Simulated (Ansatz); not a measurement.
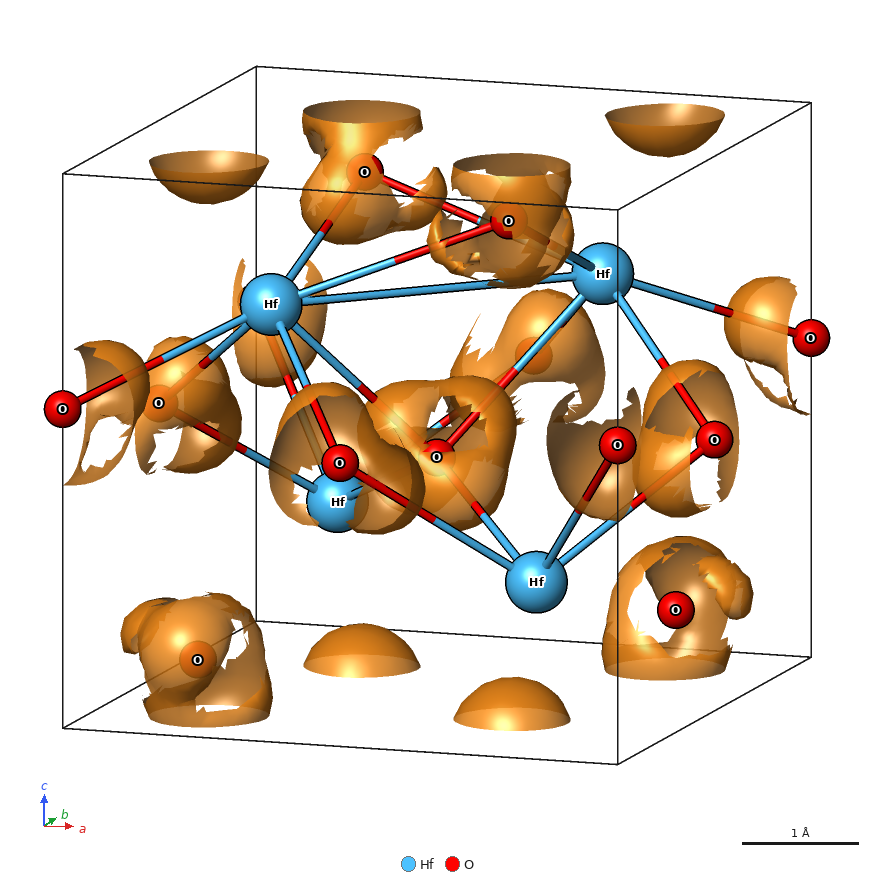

Figure 1: HfO$_{2}$. Deformation density (self-consistent density less superposed neutral spherical atoms): orange surfaces at +0.15, none at −0.15 e/Å³, in the conventional cell seen at an oblique angle (the regions close to the nuclei are left out). Cores are masked to 1.0 Å (Hf) and 0.6 Å (O).

Space group P2_12_12; the calculation finds a residual pressure of about 10 GPa at this fixed cell. This isn't the usual form at ambient conditions. The cell comes from a database of computed structures, not from a measurement.

Level of theory: DFT PBE, scalar-relativistic, plane waves, PAW (Ansatz 0.2.0).

Core electrons are frozen (PAW), so the fields are smoothed inside the atomic spheres.

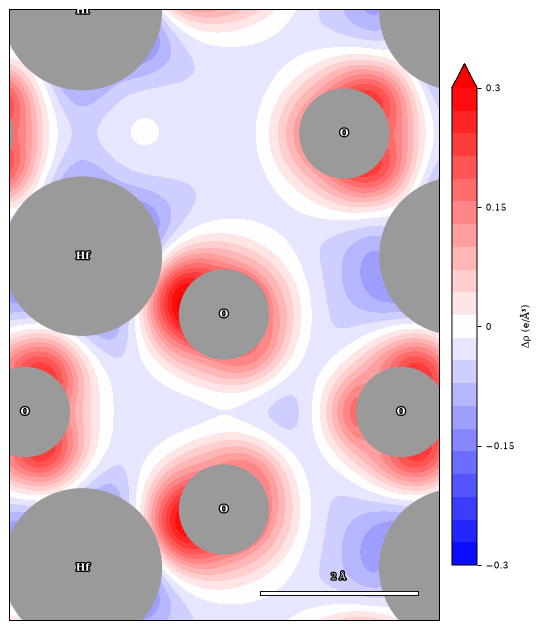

The same field as a map on the (11̄0) plane of the conventional cell, with grey discs over the atomic cores.

> Read the map: where is density gained and where lost?

Hf–O (1.99 Å): Δρ is +0.08 e/Å³ at the midpoint (inside or at the edge of a masked core, so read it with care). Hf–Hf (3.19 Å): Δρ is −0.05 e/Å³ at the midpoint. Over the whole cell, outside the masked cores, the largest gain lies at the edge of the masked core of O, and the largest loss lies at the edge of the masked core of Hf. The rearranged charge, half the integral of |Δρ|, is about 0.32 e an atom. Bader charges: Hf +2.63 and O −1.32 e.

> Metal or insulator at this level?

It is gapped, with a Kohn–Sham gap of 3.9 eV on the k-point mesh.
